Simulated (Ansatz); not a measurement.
**WS2: density, localisation and related maps**

```
W S
1.0
    -1.59176    2.75701    0.00000
     0.00000    0.00000  -16.95058
    -1.59176   -2.75701    0.00000
W S
1 2
Cartesian
  -1.6048 -0.9190 0.0000
  -1.5543 0.9190 -1.5595
  -1.5543 0.9190 -15.3911
```

Space group Pm; a structure from a database of computed crystals, not necessarily the ambient phase; not relaxed (largest force 1.1 eV/Å); computed pressure about −2 GPa in this cell.

Level of theory: DFT LDA, scalar-relativistic, plane waves, PAW (Ansatz 0.2.0).

In a PAW calculation such maps are meaningful between the atoms, not at the nuclei.

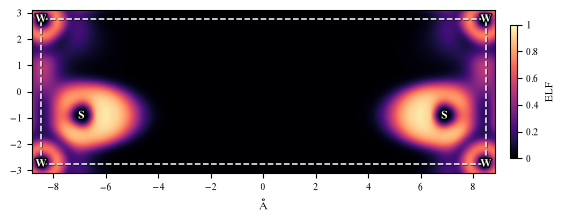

Figure 1. ELF on the (101) plane of the conventional cell.

Question: Describe what can be read from this map.

Answer: Atoms in the plane: W and S.
The features right at W lie inside the PAW spheres, where the map follows smoothed inner orbitals and isn't to be read closely.

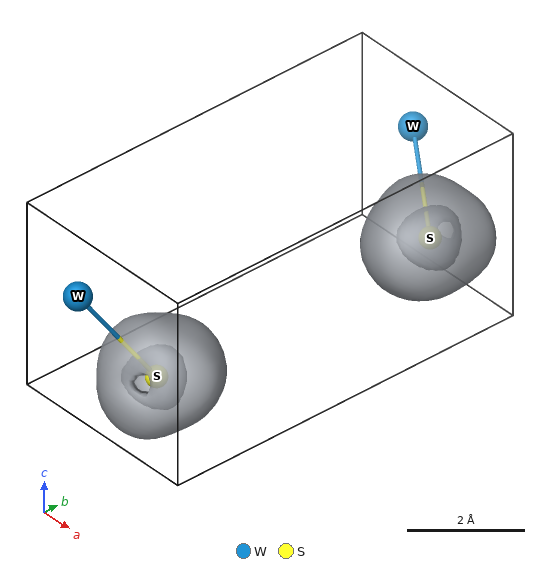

Figure 2. Isosurface of the ELF at 0.7 (grey), seen slightly off an axis. Only the valence region is drawn (cores and ρ < 0.01 e/Å³ removed). Sticks mark near contacts.

Question: Where are the electrons localised?

Answer: At this value the surface marks out two regions wrapped around S (the valence shell of each), counted in one cell of 3 atoms. Any copies at cell faces, edges or corners count once.


W–S (2.38 Å): the ELF peaks at about 0.85 in the valence shell of S, 0.8 Å from its nucleus, and is about 0.50 at the midpoint. W–S (2.44 Å): the ELF peaks at about 0.85 in the valence shell of S, 0.8 Å from its nucleus, and is about 0.50 at the midpoint.

Question: Does the calculation make it a metal, or give it a gap?

Answer: It is gapped, with a Kohn–Sham gap of 1.8 eV on the k-point mesh, an upper bound to the gap of this method.
